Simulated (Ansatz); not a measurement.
# How much does Ti in Mo(100), 2x2 scatter?, part 3 of 3

How strong a scatterer is Ti in Mo(100), 2x2, and does relaxation matter?

Ansatz 0.2.0; Ansatz plane-wave DFT, PBE, PAW files; ballistic transport by layer matching (Landauer), zero bias; PAW set soft_1 (the session's first sound run).

So far, resistivity per at.% scaled from this dense plane, with the factor 3/4 for isotropic scattering (µΩ cm): step 3 (resistance at ideal sites) 2.20.

### Step 5. Transmission after relaxation, relaxed yes

The transmission is solved again on the relaxed atoms.

This step: Ansatz plane-wave DFT, PBE, PAW files; ballistic transport by layer matching (Landauer), zero bias; PAW set soft_1 (Ansatz 0.2.0).

Input file input.yaml:

```yaml
crystal:
  lattice:
    - [6.294, 0.0, 0.0]
    - [0.0, 6.294, 0.0]
    - [0.0, 0.0, 28.323]
  atoms:
    - { symbol: Mo, position: [0.0, 0.0, 0.0277777778] }
    - { symbol: Mo, position: [0.0, 0.5, 0.0277777778] }
    - { symbol: Mo, position: [0.5, 0.0, 0.0277777778] }
    - { symbol: Mo, position: [0.5, 0.5, 0.0277777778] }
    - { symbol: Mo, position: [0.25, 0.25, 0.0833333333] }
    - { symbol: Mo, position: [0.25, 0.75, 0.0833333333] }
    - { symbol: Mo, position: [0.75, 0.25, 0.0833333333] }
    - { symbol: Mo, position: [0.75, 0.75, 0.0833333333] }
    - { symbol: Mo, position: [0.0, 0.0, 0.1388888889] }
    - { symbol: Mo, position: [0.0, 0.5, 0.1388888889] }
    - { symbol: Mo, position: [0.5, 0.0, 0.1388888889] }
    - { symbol: Mo, position: [0.5, 0.5, 0.1388888889] }
    - { symbol: Mo, position: [0.25, 0.25, 0.1944444444] }
    - { symbol: Mo, position: [0.25, 0.75, 0.1944444444] }
    - { symbol: Mo, position: [0.75, 0.25, 0.1944444444] }
    - { symbol: Mo, position: [0.75, 0.75, 0.1944444444] }
    - { symbol: Mo, position: [0.0, 0.0, 0.25] }
    - { symbol: Mo, position: [0.0, 0.5, 0.25] }
    - { symbol: Mo, position: [0.5, 0.0, 0.25] }
    - { symbol: Mo, position: [0.5, 0.5, 0.25] }
    - { symbol: Mo, position: [0.25, 0.25, 0.3056318697] }
    - { symbol: Mo, position: [0.25, 0.75, 0.305618113] }
    - { symbol: Mo, position: [0.75, 0.25, 0.305618113] }
    - { symbol: Mo, position: [0.75, 0.75, 0.3059874363] }
    - { symbol: Mo, position: [0.0001904002, 0.0001904002, 0.3610870286] }
    - { symbol: Mo, position: [0.0001904002, 0.4998095998, 0.3610870286] }
    - { symbol: Mo, position: [0.4998095998, 0.0001904002, 0.3610870286] }
    - { symbol: Mo, position: [0.4998095998, 0.4998095998, 0.3610870286] }
    - { symbol: Mo, position: [0.25, 0.25, 0.4171360639] }
    - { symbol: Mo, position: [0.25, 0.75, 0.4167349942] }
    - { symbol: Mo, position: [0.75, 0.25, 0.4167349942] }
    - { symbol: Mo, position: [0.75, 0.75, 0.4173396064] }
    - { symbol: Mo, position: [-0.0005660182, -0.0005660182, 0.4721469088] }
    - { symbol: Mo, position: [-0.0005660182, 0.5005660182, 0.4721469088] }
    - { symbol: Mo, position: [0.5005660182, -0.0005660182, 0.4721469088] }
    - { symbol: Mo, position: [0.5005660182, 0.5005660182, 0.4721469088] }
    - { symbol: Ti, position: [0.25, 0.25, 0.5278474797] }
    - { symbol: Mo, position: [0.25, 0.75, 0.5278571766] }
    - { symbol: Mo, position: [0.75, 0.25, 0.5278571766] }
    - { symbol: Mo, position: [0.75, 0.75, 0.5278803233] }
    - { symbol: Mo, position: [-0.0005168213, -0.0005168213, 0.5835691678] }
    - { symbol: Mo, position: [-0.0005168213, 0.5005168213, 0.5835691678] }
    - { symbol: Mo, position: [0.5005168213, -0.0005168213, 0.5835691678] }
    - { symbol: Mo, position: [0.5005168213, 0.5005168213, 0.5835691678] }
    - { symbol: Mo, position: [0.25, 0.25, 0.6385935302] }
    - { symbol: Mo, position: [0.25, 0.75, 0.6389673991] }
    - { symbol: Mo, position: [0.75, 0.25, 0.6389673991] }
    - { symbol: Mo, position: [0.75, 0.75, 0.6383899617] }
    - { symbol: Mo, position: [8.88335e-05, 8.88335e-05, 0.694599684] }
    - { symbol: Mo, position: [8.88335e-05, 0.4999111665, 0.694599684] }
    - { symbol: Mo, position: [0.4999111665, 8.88335e-05, 0.694599684] }
    - { symbol: Mo, position: [0.4999111665, 0.4999111665, 0.694599684] }
    - { symbol: Mo, position: [0.25, 0.25, 0.75] }
    - { symbol: Mo, position: [0.25, 0.75, 0.75] }
    - { symbol: Mo, position: [0.75, 0.25, 0.75] }
    - { symbol: Mo, position: [0.75, 0.75, 0.75] }
    - { symbol: Mo, position: [0.0, 0.0, 0.8055555556] }
    - { symbol: Mo, position: [0.0, 0.5, 0.8055555556] }
    - { symbol: Mo, position: [0.5, 0.0, 0.8055555556] }
    - { symbol: Mo, position: [0.5, 0.5, 0.8055555556] }
    - { symbol: Mo, position: [0.25, 0.25, 0.8611111111] }
    - { symbol: Mo, position: [0.25, 0.75, 0.8611111111] }
    - { symbol: Mo, position: [0.75, 0.25, 0.8611111111] }
    - { symbol: Mo, position: [0.75, 0.75, 0.8611111111] }
    - { symbol: Mo, position: [0.0, 0.0, 0.9166666667] }
    - { symbol: Mo, position: [0.0, 0.5, 0.9166666667] }
    - { symbol: Mo, position: [0.5, 0.0, 0.9166666667] }
    - { symbol: Mo, position: [0.5, 0.5, 0.9166666667] }
    - { symbol: Mo, position: [0.25, 0.25, 0.9722222222] }
    - { symbol: Mo, position: [0.25, 0.75, 0.9722222222] }
    - { symbol: Mo, position: [0.75, 0.25, 0.9722222222] }
    - { symbol: Mo, position: [0.75, 0.75, 0.9722222222] }
kpoints:
  mp_grid: { grid: [4, 4, 1] }
hamiltonian:
  xc: pbe
  pseudopotentials: { kind: paw, azcp: { folder: soft_1 } }
scf:
  occupations: { method: fermi_dirac, width: 0.1 }
output:
  transmission: { leads: [[0, 4]], kmesh: [8, 8], e_range: [-0.05, 0.05], de: 0.05 }
  write_potential: true
  write_density: true
  volumetric_format: npy
```

Launch:

```sh
$ ansatz run input.yaml --threads 4 --pin off --max-ram 15360MiB --backend cpu --events-out ev --progress --plain --runs-dir out
```

Numbers of over 12 decimals in the logs are rounded to 6 here.

What it wrote:

```text
[...]
Crystal: 72 atoms, lattice volume = 1122.000 Å³
Basis set: ecut = 420 eV, 21955 PW (Γ)
Bands: 604, of which v1, the nominal top of the filled ones, is band 503 counted from 1 (502 counted from 0)
Symmetry: 8 space group operations
[...]
k-points: 6 of 16
[...]
SCF iter   1: F=—  HF=-354464.083466 eV  |F-HF|=—  |Δ(HF+E_count)|=         —  Δρ=1.61e-1  dr2=4.27e3  ethr=3.10e-3  ⟨swp⟩=4.8  Hψ=11616  notcnv=0
[...]
SCF iter  11: F=-354380.795022 eV  HF=-354380.795022 eV  |F-HF|=3.11e-8  |Δ(HF+E_count)|=   1.87e-8  Δρ=6.03e-7  dr2=3.20e-8  ethr=9.94e-12  ⟨swp⟩=7.8  Hψ=9736  notcnv=0
SCF 1 converged in 11 iterations: F = -354380.795022 eV  dr2 = 3.20e-8
[...]
transmission: 86 of 840 steps passed
transmission: 168 of 840 steps passed
[...]
transmission: 840 of 840 steps passed
SCF converged after 11 iterations
Free energy (F): -354380.795022 eV
[...]
Internal energy: -354379.148686 eV  (E = F + TS)
E sigma→0 (E₀):  -354379.971854 eV
Entropy (-TS):   -1.646336 eV (-22.866 meV/atom)
Fermi energy:    21.008042 eV
[...]
--- Band table (eV; the first three rows and the last of 6) ---
  k-point 0: bands = [... 499 lower, 20.8724, 20.8742, 20.8742, 20.8788, 20.8876, 20.9064, 20.9130, 21.0357, ... 97 higher]
  k-point 1: bands = [... 499 lower, 20.9370, 20.9768, 20.9902, 21.0330, 21.0671, 21.0679, 21.0872, 21.1065, ... 97 higher]
  k-point 2: bands = [... 499 lower, 20.6441, 20.9346, 20.9444, 20.9878, 21.0494, 21.1521, 21.1731, 21.2496, ... 97 higher]
  k-point 5: bands = [... 499 lower, 19.9236, 20.2957, 20.2975, 20.3872, 20.3872, 21.3865, 21.3865, 21.3981, ... 97 higher]
--- Transmission ---
  basis      : 349 plane waves across, 56 finite elements along
  points     : 15, standing for a mesh of 8 x 8
[...]
channels       : 6.593750e0 a spin
[...]
slowest decay  : 0.0395 /Å at (0.5000, 0.3750)
  junction   : crystal 0 to crystal 0, 0.69 to 27.44 Å
    transmission   : 5.728759e0 a spin
[...]
```

Wall time 12 min (4 threads of Arm Neoverse V1, shared host); peak memory 8.7 GiB; 46 min of CPU time.

Numbers from this step:

- free energy: -354380.7950 eV
- energy at zero smearing: -354379.9719 eV
- transmission per spin nearest the Fermi level: 5.729
- step of the lead's potential: 2 meV

Per spin. The transmission, zone mean by energy, zero at the Fermi level:

```tsv
energy (eV)	transmission, zone mean
-0.0500	5.68
0.0000	5.73
0.0500	5.74
```

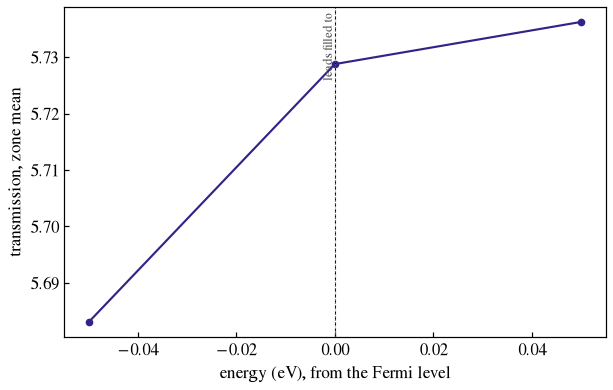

Transmission, zone mean, plotted against energy.

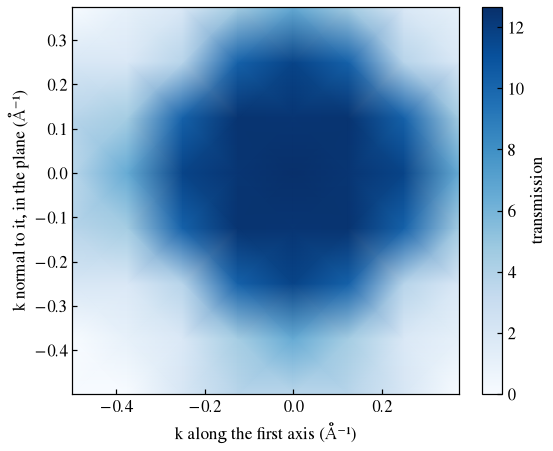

Transmission over k1 and k2. At 0.0000 eV from the Fermi level.

Over the solved energies the transmission per spin lies between 5.68 and 5.74, out of 6.59 channels of the lead on average (up to 6.66).

### Step 6. Resistance after relaxation

This step: Ansatz plane-wave DFT, PBE, PAW files; ballistic transport by layer matching (Landauer), zero bias; area resistance of the defect plane and resistivity an atomic per cent; PAW set soft_1 (Ansatz 0.2.0).

Numbers from this step:

```yaml
area_resistance: 0.1191 fΩ m²
t_over_the_leads_mean_channel_count: 0.8669
resistivity_per_at_scaled_from_this_dense_plane_with_the_factor_3_over_4_for_isotropic_scattering: 2.270 µΩ cm
```

Averaged over the energies near the Fermi level, 86.7 % of the channels pass, which makes 0.119 fΩ m², against 0.116 on ideal sites.

### Step 7. Summary of results

```
share of channels that pass, rigid                                : 0.870
area resistance, rigid                                            : 0.116 fΩ m²
resistivity per at.% from the area resistance, times 3/4, rigid   : 2.20 µΩ cm
share of channels that pass, relaxed                              : 0.867
area resistance, relaxed                                          : 0.119 fΩ m²
resistivity per at.% from the area resistance, times 3/4, relaxed : 2.27 µΩ cm
```

The plane of defects adds 0.12 fΩ m². Scaled to one atomic per cent that is 3.0 µΩ cm as it stands and 2.3 with the factor 3/4 for isotropic scattering on a spherical Fermi surface. These are rough estimates of the dilute value, not bounds. One Ti in each 2x2 cell reflects 13 % of the lead's channels. The relaxed cell differs by 3.0 % in resistance; between the two runs the lead's own channel count goes from 6.59 to 6.59, so the change comes from the moved atoms. The defects form a dense periodic sheet that scatters coherently, unlike a dilute random alloy. T and N are means over the solved energies nearest the Fermi level.

[Logs are printed without paths, hosts, clocks, repeated set-up lines and the standing remarks that a program may print on its own settings, such as how far it seeks lower states.]

[Hosts, paths, dates, database ids (printed as entryN), source tags and the programs' standing remarks are cut or masked in the printed files.]
